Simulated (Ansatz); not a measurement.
# Geometry relaxation of SnO (part 1 of 2)

System: SnO (slab, 8 atoms in the cell).
Method: DFT PBE+D3(BJ), scalar-relativistic, plane waves, PAW, PAW set soft_1, no spin polarisation (Ansatz 0.2.0).

The structure derives from a Materials Project entry. The input holds or restrains some coordinates. Forces given for the steps count only the free coordinates.

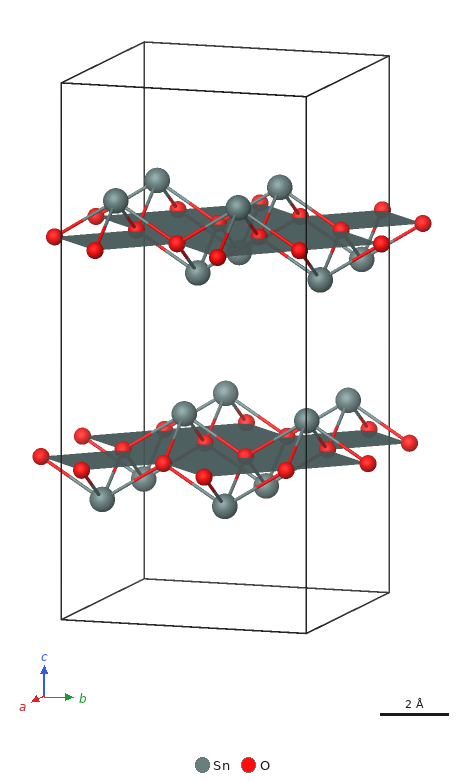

**Figure 1.** The starting structure (polyhedral view of the 2 × 2 repeat of the cell, with the vacuum cut short, seen slightly off an axis; polyhedra are completed across the faces of the cell). An atom can appear more than once, as a periodic image.

Input file
```yaml
crystal:
  lattice:
    - [3.8201629585, 0.0, 0.0]
    - [0.0, 3.8201629585, 0.0]
    - [0.0, 0.0, 22.2260830948]
  atoms:
    - { symbol: Sn, position: [0.75, 0.25, 0.2024648239] }
    - { symbol: O, position: [0.25, 0.25, 0.2555974731] }
    - { symbol: O, position: [0.75, 0.75, 0.2555982666] }
    - { symbol: Sn, position: [0.25, 0.75, 0.3087283388] }
    - { symbol: Sn, position: [0.4166666667, 0.9166666667, 0.504765131] }
    - { symbol: O, position: [0.9166666667, 0.9166666667, 0.5578975525] }
    - { symbol: O, position: [0.4166666667, 0.4166666667, 0.5578983435] }
    - { symbol: Sn, position: [0.9166666667, 0.4166666667, 0.6110265282] }
basis:
  ecutwfc: 420
kpoints:
  mp_grid: { grid: [7, 7, 1] }
hamiltonian:
  xc: pbe
  pseudopotentials: { kind: paw, azcp: { folder: soft_1 } }
  dispersion: d3bj
scf:
  occupations: { method: gaussian, width: 0.05 }
output:
  forces: true
  eigenvalues: true
relax:
  adjacent_minimum: "off"
  f_tol: 0.003
  max_steps: 20
  constraints: [{ site: 0 }, { sites: [1, 2, 3, 4, 5, 6, 7], fix: xy }]
efield:
  axis: 3
  dipole_correction: true
  ramp_width: 0.04
```

Run as:
```bash
ansatz run input.yaml --threads 1 --pin off --max-ram 3072MiB --backend cpu --events-out ev --progress --plain --runs-dir out
```

Output
```
Warning: the atoms were moved onto the symmetric positions of the space group found under crystal.symmetry.tolerance 1.0e-5 (fractional; no operation is sought that the atoms, as they stand in a round, miss by more than twice it, and no atom is moved by as much as it), and the run uses the moved positions. Before a round's move an operation carried an atom to 1.76e-5 Å from where it should land, the largest such distance. Atom 1 (counting from 0) moved farthest, by 8.82e-6 Å; the longest move in fractions of the cell, of whichever atom, is 0.03 of the tolerance, in 1 round. To run the atoms as typed, lower crystal.symmetry.tolerance until the operations that they miss are no longer found, or set crystal.symmetry.detect: false (a key that needs symmetry detection or time reversal refuses this as the deck is read). The positions used, in the order of the run's atom list: position: [0.75, 0.25, 0.2024648239]; position: [0.25, 0.25, 0.25559786985]; position: [0.75, 0.75, 0.25559786985]; position: [0.25, 0.75, 0.3087283388]; position: [0.4166666667, 0.9166666667, 0.504765131]; position: [0.9166666667, 0.9166666667, 0.5578979479999999]; position: [0.4166666667, 0.4166666667, 0.5578979479999999]; position: [0.9166666667, 0.4166666667, 0.6110265282];
Engine: ansatz 0.2.0, aarch64-unknown-linux-gnu
Pseudopotentials: kind: paw
Pseudopotential: Sn, paw, valence charge 14, recommended cutoff 420 eV (normal), [file]
Pseudopotential: O, paw, valence charge 6, recommended cutoff 420 eV (normal), [file]
Functional definition: PBE
  parameter kappa = 0.804
  parameter beta = 0.06672455060314922
  exchange = pbe_x(kappa = kappa, mu = beta*pi^2/3)
  correlation = pbe_c(beta = beta)
Crystal: 8 atoms, lattice volume = 324.360 Å³
Basis set: ecut = 420 eV, 6355 PW (Γ), exchange–correlation on 54×54×300 points (8 copies of the dense FFT grid, shifted against one another)
Bands: 48, of which v1, the nominal top of the filled ones, is band 40 counted from 1 (39 counted from 0)
Symmetry: 2 space group operations
k-points: 16 of 49 (time reversal used)
Non-local potential: Sn, projectors of the file, l = 0: 2, l = 1: 2, l = 2: 2, l = 3: 1
Non-local potential: O, projectors of the file, l = 0: 2, l = 1: 2, l = 2: 1
PAW form: soft (Blöchl's): semilocal exchange-correlation on the pseudo side does not see the compensation charge
PAW one-centre angular grid: Sn, 590 points (default); XC on 64 Gauss nodes
PAW one-centre angular grid: O, 110 points (default); XC on 64 Gauss nodes
Initial density: superposition of atomic densities (neutral atoms: chi_scale 0, normalization atom)
Initial wavefunctions: pseudopotential atomic-orbital guess
Functional: x = pbe(κ = 0.804, μ = 0.2195149727645171), c = pbe(β = 0.06672455060314922)
SCF iter   1: F=—  HF=-26376.215048 eV  |F-HF|=—  |Δ(HF+E_count)|=         —  Δρ=9.27e-2  dr2=3.31e1  ethr=3.10e-3  p=0.000 e·Å  D=1.09e-8 V/Å  ΔV_dip=-0.00 eV  dr2_dipole=5.68e-8  V_vac-E_F(+/−)=5.70/5.70 eV  ⟨swp⟩=7.3  Hψ=2968  notcnv=0
efield: sawtooth ramp at fractional position 0.8867 (placed from the atoms, in the widest stretch of the axis that holds none; the zero of the levels goes with the place), width 0.0400; the density the first Hamiltonian is built on has a dipole p = 0.000 e·Å; the dipole correction subtracts the counter field D = 1.09e-8 V/Å, which shifts the + side's vacuum level by -0.00 eV against the − side's; the planar-averaged density in the ramp window peaks in size at 1.5e-6 e/Å³
preconditioner: auto → Resta (q_TF=auto, 2.161 Å⁻¹)  ε∞=2.0  [insulator: Δε(μ)=3.378 eV  Ē_g=18.177 eV  σ=0.050 eV  W_gap=1.00  n_scr=50 (ndim 8)  ℏωp=18.4 eV  f_vac=0.457  D(μ)=0.00/eV (n_scr^D=0)  ε∞_Penn≈2.0  vacuum switching on, ρ_ref=2.4e-2 e/Å³]
SCF iter   2: F=—  HF=-26370.109258 eV  |F-HF|=—  |Δ(HF+E_count)|=    6.11e0  Δρ=6.53e-2  dr2=1.03e1  ethr=3.10e-3  p=-0.000 e·Å  D=-6.84e-5 V/Å  ΔV_dip=0.00 eV  dr2_dipole=5.88e-8  V_vac-E_F(+/−)=3.16/3.16 eV  ⟨swp⟩=4.9  Hψ=2041  notcnv=0  defer=49
SCF iter   3: F=—  HF=-26368.177571 eV  |F-HF|=—  |Δ(HF+E_count)|=    1.93e0  Δρ=1.43e-2  dr2=6.19e-1  ethr=3.10e-3  p=-0.000 e·Å  D=-2.59e-5 V/Å  ΔV_dip=0.00 eV  dr2_dipole=5.04e-8  V_vac-E_F(+/−)=4.16/4.16 eV  ⟨swp⟩=3.0  Hψ=1373  notcnv=0  defer=49
SCF iter   4: F=—  HF=-26368.124244 eV  |F-HF|=—  |Δ(HF+E_count)|=   5.33e-2  Δρ=5.70e-3  dr2=1.80e-1  ethr=7.74e-4  p=-0.000 e·Å  D=-2.73e-4 V/Å  ΔV_dip=0.01 eV  dr2_dipole=1.16e-6  V_vac-E_F(+/−)=3.55/3.54 eV  ⟨swp⟩=3.0  Hψ=1208  notcnv=0  defer=49
SCF iter   5: F=—  HF=-26368.092718 eV  |F-HF|=—  |Δ(HF+E_count)|=   3.15e-2  Δρ=1.93e-3  dr2=1.97e-2  ethr=2.25e-4  p=0.000 e·Å  D=5.54e-5 V/Å  ΔV_dip=-0.00 eV  dr2_dipole=2.00e-7  V_vac-E_F(+/−)=3.82/3.82 eV  ⟨swp⟩=2.8  Hψ=1007  notcnv=0  defer=49
SCF iter   6: F=—  HF=-26368.089343 eV  |F-HF|=—  |Δ(HF+E_count)|=   3.38e-3  Δρ=3.65e-4  dr2=2.30e-3  ethr=2.47e-5  p=-0.000 e·Å  D=-1.81e-4 V/Å  ΔV_dip=0.00 eV  dr2_dipole=5.05e-7  V_vac-E_F(+/−)=3.82/3.82 eV  ⟨swp⟩=2.5  Hψ=1055  notcnv=0  defer=49
SCF iter   7: F=—  HF=-26368.089202 eV  |F-HF|=—  |Δ(HF+E_count)|=   1.41e-4  Δρ=3.40e-4  dr2=6.03e-4  ethr=2.87e-6  p=-0.000 e·Å  D=-4.69e-6 V/Å  ΔV_dip=0.00 eV  dr2_dipole=2.11e-8  V_vac-E_F(+/−)=3.88/3.88 eV  ⟨swp⟩=2.8  Hψ=1326  notcnv=0  defer=49
SCF iter   8: F=—  HF=-26368.089078 eV  |F-HF|=—  |Δ(HF+E_count)|=   1.24e-4  Δρ=6.67e-5  dr2=2.04e-5  ethr=7.53e-7  p=-0.000 e·Å  D=-7.31e-5 V/Å  ΔV_dip=0.00 eV  dr2_dipole=3.64e-8  V_vac-E_F(+/−)=3.87/3.86 eV  ⟨swp⟩=2.1  Hψ=1020  notcnv=0  defer=49
SCF iter   9: F=—  HF=-26368.088907 eV  |F-HF|=—  |Δ(HF+E_count)|=   1.71e-4  Δρ=2.99e-5  dr2=3.72e-6  ethr=2.55e-8  p=0.000 e·Å  D=1.59e-5 V/Å  ΔV_dip=-0.00 eV  dr2_dipole=6.89e-8  V_vac-E_F(+/−)=3.87/3.87 eV  ⟨swp⟩=2.2  Hψ=1137  notcnv=0  defer=49
iter 10 did not close the SCF: its close was put off until two iterations running show no level that it waits for move by more than its bar (scf_convergence_deferred on its scf_iter line)
SCF iter  10: F=-26368.088906 eV  HF=-26368.088906 eV  |F-HF|=1.29e-7  |Δ(HF+E_count)|=   6.21e-7  Δρ=7.38e-6  dr2=1.94e-7  ethr=2.81e-10  p=-0.000 e·Å  D=-4.23e-5 V/Å  ΔV_dip=0.00 eV  dr2_dipole=1.35e-9  V_vac-E_F(+/−)=3.87/3.87 eV  ⟨swp⟩=15.1  Hψ=4700  notcnv=0
iter 11 did not close the SCF: its close was put off until two iterations running show no level that it waits for move by more than its bar (scf_convergence_deferred on its scf_iter line)
SCF iter  11: F=-26368.088906 eV  HF=-26368.088906 eV  |F-HF|=1.72e-9  |Δ(HF+E_count)|=   1.23e-8  Δρ=1.38e-6  dr2=3.26e-9  ethr=2.42e-10  p=-0.000 e·Å  D=-3.91e-5 V/Å  ΔV_dip=0.00 eV  dr2_dipole=2.70e-10  V_vac-E_F(+/−)=3.87/3.87 eV  ⟨swp⟩=3.2  Hψ=2682  notcnv=0
SCF iter  12: F=-26368.088906 eV  HF=-26368.088906 eV  |F-HF|=1.41e-9  |Δ(HF+E_count)|=   2.82e-9  Δρ=4.86e-7  dr2=1.30e-9  ethr=4.07e-12  p=-0.000 e·Å  D=-2.99e-5 V/Å  ΔV_dip=0.00 eV  dr2_dipole=6.80e-10  V_vac-E_F(+/−)=3.87/3.87 eV  ⟨swp⟩=2.4  Hψ=2288  notcnv=0
SCF 1 converged in 12 iterations: F = -26368.088906 eV  dr2 = 1.30e-9
  greatest PAW one-centre occupation: 0.993 electrons in one spin orbital (limit 2), on the Sn atom at site 3 (counted from 0), in its partial waves of l = 2
relax step   1: F+E_penalty+E_count = -26368.08890605 eV  Δ(F+E_penalty+E_count) = +0.000e0 eV  max|allowed force component| = 1.882e-2 eV/Å  Δτ_max = 0.0000 Å  (12 SCF iters, dr2 threshold 2.25e-7 eV, accepted)
Initial density: handed on by an earlier stage of this run
Initial wavefunctions: those handed on with the density
iter 1 solved again at ethr=3.70e-5 eV; its pass at ethr=3.10e-3 eV (dr2=2.96e-2 eV) is discarded
SCF iter   1: F=—  HF=-26368.098825 eV  |F-HF|=—  |Δ(HF+E_count)|=         —  Δρ=2.87e-3  dr2=3.05e-2  ethr=3.70e-5  p=-0.000 e·Å  D=-2.98e-5 V/Å  ΔV_dip=0.00 eV  dr2_dipole=1.17e-4  V_vac-E_F(+/−)=3.88/3.88 eV  ⟨swp⟩=2.0  Hψ=2529  notcnv=0  defer=51
efield: sawtooth ramp at fractional position 0.8867 (handed on by an earlier solve), width 0.0400; the density the first Hamiltonian is built on has a dipole p = -0.000 e·Å; the dipole correction subtracts the counter field D = -2.98e-5 V/Å, which shifts the + side's vacuum level by +0.00 eV against the − side's; the planar-averaged density in the ramp window peaks in size at 4.7e-6 e/Å³
preconditioner: auto → Resta (q_TF=auto, 2.161 Å⁻¹)  ε∞=2.1  [insulator: Δε(μ)=2.554 eV  Ē_g=17.622 eV  σ=0.050 eV  W_gap=1.00  n_scr=50 (ndim 8)  ℏωp=18.4 eV  f_vac=0.495  D(μ)=0.00/eV (n_scr^D=0)  ε∞_Penn≈2.1  vacuum switching on, ρ_ref=2.3e-2 e/Å³]
SCF iter   2: F=—  HF=-26368.090710 eV  |F-HF|=—  |Δ(HF+E_count)|=   8.12e-3  Δρ=1.31e-3  dr2=4.94e-3  ethr=3.70e-5  p=0.004 e·Å  D=2.10e-3 V/Å  ΔV_dip=-0.05 eV  dr2_dipole=6.32e-5  V_vac-E_F(+/−)=3.83/3.87 eV  ⟨swp⟩=2.1  Hψ=1035  notcnv=0  defer=51
SCF iter   3: F=—  HF=-26368.090320 eV  |F-HF|=—  |Δ(HF+E_count)|=   3.89e-4  Δρ=6.26e-4  dr2=1.37e-3  ethr=6.17e-6  p=-0.005 e·Å  D=-3.00e-3 V/Å  ΔV_dip=0.07 eV  dr2_dipole=1.36e-4  V_vac-E_F(+/−)=3.93/3.86 eV  ⟨swp⟩=2.1  Hψ=1031  notcnv=0  defer=51
SCF iter   4: F=—  HF=-26368.090177 eV  |F-HF|=—  |Δ(HF+E_count)|=   1.43e-4  Δρ=2.37e-4  dr2=1.28e-4  ethr=1.71e-6  p=-0.000 e·Å  D=-2.55e-4 V/Å  ΔV_dip=0.01 eV  dr2_dipole=3.98e-7  V_vac-E_F(+/−)=3.87/3.86 eV  ⟨swp⟩=2.0  Hψ=1014  notcnv=0  defer=51
SCF iter   5: F=—  HF=-26368.090210 eV  |F-HF|=—  |Δ(HF+E_count)|=   3.28e-5  Δρ=1.22e-4  dr2=6.29e-5  ethr=1.60e-7  p=0.000 e·Å  D=9.82e-5 V/Å  ΔV_dip=-0.00 eV  dr2_dipole=3.77e-6  V_vac-E_F(+/−)=3.87/3.87 eV  ⟨swp⟩=2.8  Hψ=1082  notcnv=0  defer=51
SCF iter   6: F=—  HF=-26368.090231 eV  |F-HF|=—  |Δ(HF+E_count)|=   2.05e-5  Δρ=1.92e-5  dr2=1.30e-6  ethr=7.86e-8  p=-0.001 e·Å  D=-3.00e-4 V/Å  ΔV_dip=0.01 eV  dr2_dipole=7.72e-9  V_vac-E_F(+/−)=3.87/3.87 eV  ⟨swp⟩=2.0  Hψ=973  notcnv=0  defer=51
SCF iter   7: F=—  HF=-26368.090022 eV  |F-HF|=—  |Δ(HF+E_count)|=   2.08e-4  Δρ=8.43e-6  dr2=3.69e-7  ethr=1.63e-9  p=-0.000 e·Å  D=-2.09e-4 V/Å  ΔV_dip=0.00 eV  dr2_dipole=6.91e-8  V_vac-E_F(+/−)=3.87/3.87 eV  ⟨swp⟩=2.3  Hψ=1401  notcnv=0  defer=51
SCF iter   8: F=—  HF=-26368.090022 eV  |F-HF|=—  |Δ(HF+E_count)|=   2.67e-8  Δρ=3.65e-6  dr2=4.46e-8  ethr=4.61e-10  p=-0.000 e·Å  D=-2.68e-4 V/Å  ΔV_dip=0.01 eV  dr2_dipole=1.97e-9  V_vac-E_F(+/−)=3.87/3.87 eV  ⟨swp⟩=2.2  Hψ=1071  notcnv=0  defer=51
SCF iter   9: F=-26368.090022 eV  HF=-26368.090022 eV  |F-HF|=1.71e-9  |Δ(HF+E_count)|=   2.11e-9  Δρ=1.47e-6  dr2=7.37e-9  ethr=2.77e-11  p=-0.000 e·Å  D=-2.61e-4 V/Å  ΔV_dip=0.01 eV  dr2_dipole=3.15e-12  V_vac-E_F(+/−)=3.87/3.87 eV  ⟨swp⟩=13.9  Hψ=3761  notcnv=0
SCF 2 converged in 9 iterations: F = -26368.090022 eV  dr2 = 7.37e-9
  greatest PAW one-centre occupation: 0.993 electrons in one spin orbital (limit 2), on the Sn atom at site 7 (counted from 0), in its partial waves of l = 2
relax step   2: F+E_penalty+E_count = -26368.09002241 eV  Δ(F+E_penalty+E_count) = -1.116e-3 eV  max|allowed force component| = 2.442e-2 eV/Å  Δτ_max = 0.0602 Å  (9 SCF iters, dr2 threshold 2.21e-8 eV, accepted)
SCF iter   1: F=—  HF=-26368.112419 eV  |F-HF|=—  |Δ(HF+E_count)|=         —  Δρ=4.46e-3  dr2=7.34e-2  ethr=9.36e-4  p=-0.000 e·Å  D=-2.60e-4 V/Å  ΔV_dip=0.01 eV  dr2_dipole=1.97e-4  V_vac-E_F(+/−)=3.90/3.89 eV  ⟨swp⟩=3.9  Hψ=1781  notcnv=0  defer=48
efield: sawtooth ramp at fractional position 0.8867 (handed on by an earlier solve), width 0.0400; the density the first Hamiltonian is built on has a dipole p = -0.000 e·Å; the dipole correction subtracts the counter field D = -2.60e-4 V/Å, which shifts the + side's vacuum level by +0.01 eV against the − side's; the planar-averaged density in the ramp window peaks in size at 3.6e-6 e/Å³
preconditioner: auto → Resta (q_TF=auto, 2.161 Å⁻¹)  ε∞=2.1  [insulator: Δε(μ)=2.487 eV  Ē_g=17.626 eV  σ=0.050 eV  W_gap=1.00  n_scr=50 (ndim 8)  ℏωp=18.4 eV  f_vac=0.495  D(μ)=0.00/eV (n_scr^D=0)  ε∞_Penn≈2.1  vacuum switching on, ρ_ref=2.3e-2 e/Å³]
SCF iter   2: F=—  HF=-26368.092101 eV  |F-HF|=—  |Δ(HF+E_count)|=   2.03e-2  Δρ=2.04e-3  dr2=1.20e-2  ethr=9.17e-5  p=0.004 e·Å  D=2.09e-3 V/Å  ΔV_dip=-0.05 eV  dr2_dipole=5.14e-5  V_vac-E_F(+/−)=3.83/3.88 eV  ⟨swp⟩=2.0  Hψ=1229  notcnv=0  defer=51
SCF iter   3: F=—  HF=-26368.090852 eV  |F-HF|=—  |Δ(HF+E_count)|=   1.25e-3  Δρ=7.22e-4  dr2=1.78e-3  ethr=1.50e-5  p=-0.006 e·Å  D=-3.21e-3 V/Å  ΔV_dip=0.07 eV  dr2_dipole=1.65e-4  V_vac-E_F(+/−)=3.94/3.87 eV  ⟨swp⟩=2.0  Hψ=1075  notcnv=0  defer=51
SCF iter   4: F=—  HF=-26368.090815 eV  |F-HF|=—  |Δ(HF+E_count)|=   3.70e-5  Δρ=2.43e-4  dr2=2.17e-4  ethr=2.23e-6  p=0.001 e·Å  D=5.40e-4 V/Å  ΔV_dip=-0.01 eV  dr2_dipole=1.53e-5  V_vac-E_F(+/−)=3.86/3.87 eV  ⟨swp⟩=2.1  Hψ=1080  notcnv=0  defer=51
SCF iter   5: F=—  HF=-26368.090848 eV  |F-HF|=—  |Δ(HF+E_count)|=   3.33e-5  Δρ=1.25e-4  dr2=6.33e-5  ethr=2.71e-7  p=-0.000 e·Å  D=-1.27e-4 V/Å  ΔV_dip=0.00 eV  dr2_dipole=7.55e-7  V_vac-E_F(+/−)=3.87/3.87 eV  ⟨swp⟩=2.0  Hψ=988  notcnv=0  defer=51
SCF iter   6: F=—  HF=-26368.090882 eV  |F-HF|=—  |Δ(HF+E_count)|=   3.39e-5  Δρ=2.51e-5  dr2=2.39e-6  ethr=7.91e-8  p=-0.001 e·Å  D=-3.18e-4 V/Å  ΔV_dip=0.01 eV  dr2_dipole=1.50e-7  V_vac-E_F(+/−)=3.88/3.87 eV  ⟨swp⟩=2.0  Hψ=947  notcnv=0  defer=51
SCF iter   7: F=—  HF=-26368.090673 eV  |F-HF|=—  |Δ(HF+E_count)|=   2.09e-4  Δρ=1.05e-5  dr2=6.75e-7  ethr=2.99e-9  p=-0.000 e·Å  D=-1.19e-4 V/Å  ΔV_dip=0.00 eV  dr2_dipole=1.91e-7  V_vac-E_F(+/−)=3.88/3.87 eV  ⟨swp⟩=2.7  Hψ=1358  notcnv=0  defer=51
SCF iter   8: F=—  HF=-26368.090673 eV  |F-HF|=—  |Δ(HF+E_count)|=   4.67e-9  Δρ=4.62e-6  dr2=7.78e-8  ethr=8.44e-10  p=-0.000 e·Å  D=-2.15e-4 V/Å  ΔV_dip=0.00 eV  dr2_dipole=4.45e-10  V_vac-E_F(+/−)=3.88/3.87 eV  ⟨swp⟩=2.2  Hψ=1039  notcnv=0  defer=51
SCF iter   9: F=-26368.090673 eV  HF=-26368.090673 eV  |F-HF|=1.42e-9  |Δ(HF+E_count)|=   1.45e-8  Δρ=1.78e-6  dr2=1.09e-8  ethr=4.66e-11  p=-0.000 e·Å  D=-2.09e-4 V/Å  ΔV_dip=0.00 eV  dr2_dipole=7.90e-11  V_vac-E_F(+/−)=3.88/3.87 eV  ⟨swp⟩=13.9  Hψ=3788  notcnv=0
SCF 3 converged in 9 iterations: F = -26368.090673 eV  dr2 = 1.09e-8
relax step   3: F+E_penalty+E_count = -26368.09067297 eV  Δ(F+E_penalty+E_count) = -6.506e-4 eV  max|allowed force component| = 1.364e-2 eV/Å  Δτ_max = 0.0934 Å  (9 SCF iters, dr2 threshold 3.73e-8 eV, accepted)
```
